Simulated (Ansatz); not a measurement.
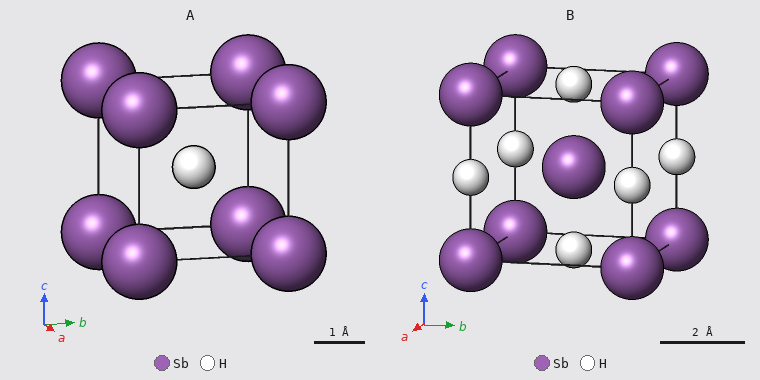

Two structures of SbH, each relaxed to rest (conventional cells in solid outline, small ones repeated, not to one scale). Method: DFT PBE, scalar-relativistic, plane waves, PAW (Ansatz 0.2.0), without spin polarisation.

**Which structures are these?**

A: caesium chloride (CsCl, B2) type, Pm-3m. B: 4 atoms a cell on a body-centred tetragonal lattice, I4/mmm.

**Which structure is more stable?**

B is lower, by 27 meV/atom at this level of theory (energies at zero smearing). Volumes: A 15.0, B 16.4 Å³/atom.

One or both may be structure types tried for this composition rather than known phases.
